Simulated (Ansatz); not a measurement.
## Geometry relaxation of Ni2Ge (part 1 of 4)

Ni2Ge (12 atoms in the cell), computed with DFT r2SCAN, scalar-relativistic, plane waves, PAW, spin-polarised (Ansatz 0.2.0).

The structure derives from a Materials Project entry. It belongs to a series of runs on one base structure; here: 0 of 8 Ni sites taken by Pt, cell and atoms relaxed. Figures and captions count atoms from 1; the log counts them from 0 in places.

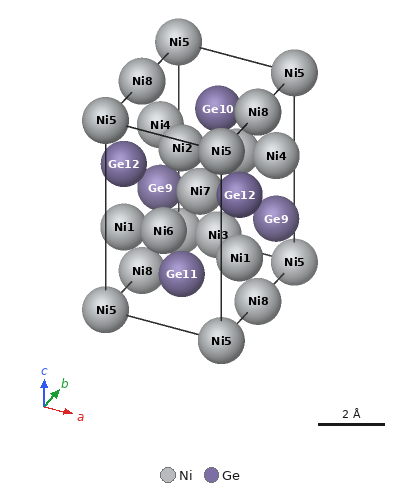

*The input geometry (spheres-only view of the cell of the calculation, seen at an oblique angle; atoms are numbered from 1 in the order of the input). An atom can appear more than once, as a periodic image.*

**Input file**
```yaml
crystal:
  lattice:
    - [-1.989070263, 3.4451707553, 0.0]
    - [0.0, 0.0, 5.0373755266]
    - [5.967210789, 3.4451707553, 0.0]
  atoms:
    - { symbol: Ni, position: [1.0, 0.25, 0.3333333333], spin: 2.0 }
    - { symbol: Ni, position: [0.5, 0.25, 0.8333333333], spin: 2.0 }
    - { symbol: Ni, position: [0.5, 0.75, 0.1666666667], spin: 2.0 }
    - { symbol: Ni, position: [1.0, 0.75, 0.6666666667], spin: 2.0 }
    - { symbol: Ni, position: [0.0, 0.0, 0.0], spin: 2.0 }
    - { symbol: Ni, position: [0.5, 0.0, 0.5], spin: 2.0 }
    - { symbol: Ni, position: [0.5, 0.5, 0.5], spin: 2.0 }
    - { symbol: Ni, position: [0.0, 0.5, 0.0], spin: 2.0 }
    - { symbol: Ge, position: [1.0, 0.75, 0.3333333333] }
    - { symbol: Ge, position: [0.5, 0.75, 0.8333333333] }
    - { symbol: Ge, position: [0.5, 0.25, 0.1666666667] }
    - { symbol: Ge, position: [1.0, 0.25, 0.6666666667] }
basis:
  ecutwfc: 500
kpoints:
  mp_grid: { grid: [10, 6, 6] }
hamiltonian:
  xc: r2scan
scf:
  occupations: { method: gaussian, width: 0.1 }
output:
  forces: true
  stress: true
  eigenvalues: true
  populations: true
  write_density: true
  write_potential: true
  elf: true
  volumetric_format: npy
magnetization:
  spin_polarized: true
relax:
  adjacent_minimum: "off"
  f_tol: 0.015
  max_steps: 60
  cell: { stress_tol: 0.15 }
```

Run as:
```bash
ansatz run input.yaml --threads 2 --pin off --max-ram 5120MiB --backend cpu --events-out ev --progress --plain --runs-dir out
```

**The program's output**
```
Engine: ansatz 0.2.0, x86_64-unknown-linux-gnu
Pseudopotentials: kind: paw
Pseudopotential: Ni, paw, valence charge 18, recommended cutoff 500 eV (meta_gga), Ni.paw.azcp
Pseudopotential: Ge, paw, valence charge 14, recommended cutoff 500 eV (meta_gga), Ge.paw.azcp
Functional definition: r2SCAN
  parameter k0 = 0.174
  parameter k1 = 0.065
  parameter a1 = 4.9479
  exchange = r2scan_x(k0 = k0, k1 = k1, a1 = a1)
  correlation = r2scan_c
Crystal: 12 atoms, lattice volume = 138.078 Å³
Basis set: ecut = 500 eV, 3505 PW (Γ), exchange–correlation on 120×160×216 points (64 copies of the dense FFT grid, shifted against one another)
Bands: 130, of which v1, the nominal top of the filled ones, is band 100 counted from 1 (99 counted from 0)
Symmetry: 16 space group operations
Space group: P63/mmc (ITA 194), of the structure as read, at distance tolerance 5.2e-5 Å
Magnetic group: BNS 194.263 (UNI 1493), of the structure as read, at distance tolerance 5.2e-5 Å
k-points: 96 of 360
Non-local potential: Ni, projectors of the file, l = 0: 3, l = 1: 2, l = 2: 3, l = 3: 1
Non-local potential: Ge, projectors of the file, l = 0: 2, l = 1: 2, l = 2: 3, l = 3: 1
PAW form: soft (Blöchl's): semilocal exchange-correlation on the pseudo side does not see the compensation charge
PAW frozen core: Ni, regenerated for the run's functional (the file was generated under x = pbe(κ = 0.804, μ = 0.2195149727645171), c = pbe(β = 0.06672455060314922))
PAW frozen core: Ge, regenerated for the run's functional (the file was generated under x = pbe(κ = 0.804, μ = 0.2195149727645171), c = pbe(β = 0.06672455060314922))
PAW one-centre angular grid: Ni, 590 points (default); XC on 160 Gauss nodes
PAW one-centre angular grid: Ge, 590 points (default); XC on 160 Gauss nodes
Initial density: superposition of atomic densities (chi_scale 0.1, normalization cell)
Starting moments: Σ|m| = 16 μB on 8 of 12 sites
Initial wavefunctions: pseudopotential atomic-orbital guess
Functional: x = r2scan, c = r2scan; τ floored in thin density (d = 2e-4 eV/Å³)
iter 1 solved again at ethr=7.12e-4 eV; its pass at ethr=3.10e-3 eV (dr2=1.42e0 eV) is discarded
```
